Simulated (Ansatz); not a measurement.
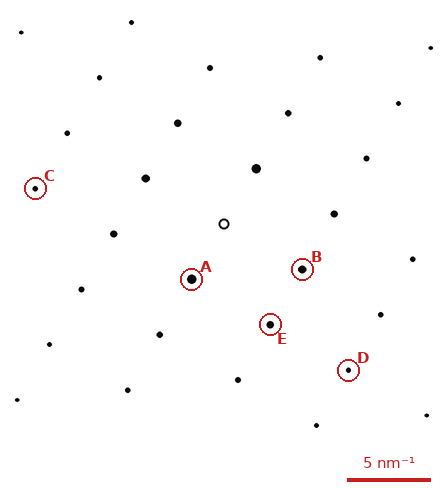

Simulated selected-area electron diffraction pattern (200 kV, kinematic approximation, thin crystal, B = 0.5 Å² for all atoms). The zone axis points towards the electron source and the pattern is seen from the source side.

Crystal: W, space group Pm-3m (No. 221), a = 2.59 Å. Structure: the geometry relaxed with DFT, LDA (PW92), plane waves (420 eV) with PAW, scalar-relativistic in Ansatz; the starting structure was generated, so it need not be a known form of this composition.

```json
{"atom": "W", "site": "1a", "symmetry": "m-3m", "x": "0.0000", "y": "0.0000", "z": "0.0000"}
```

Spot A is indexed 0 0 -1 and spot B -1 1 0.

Question: Index the other marked spots.

Answer: C = A − 2B = 2 -2 -1 (d = 0.864 Å). D = A + 2B = -2 2 -1 (d = 0.864 Å). E = A + B = -1 1 -1 (d = 1.497 Å).

Question: Which zone axis is this?

Answer: The cross product of A and B is parallel to [110]; every spot obeys hu + kv + lw = 0.

Question: What are the spacings of A and B and the angle between them?

Answer: d(A) = 2.593 Å, d(B) = 1.833 Å, and the angle is 90.0°.
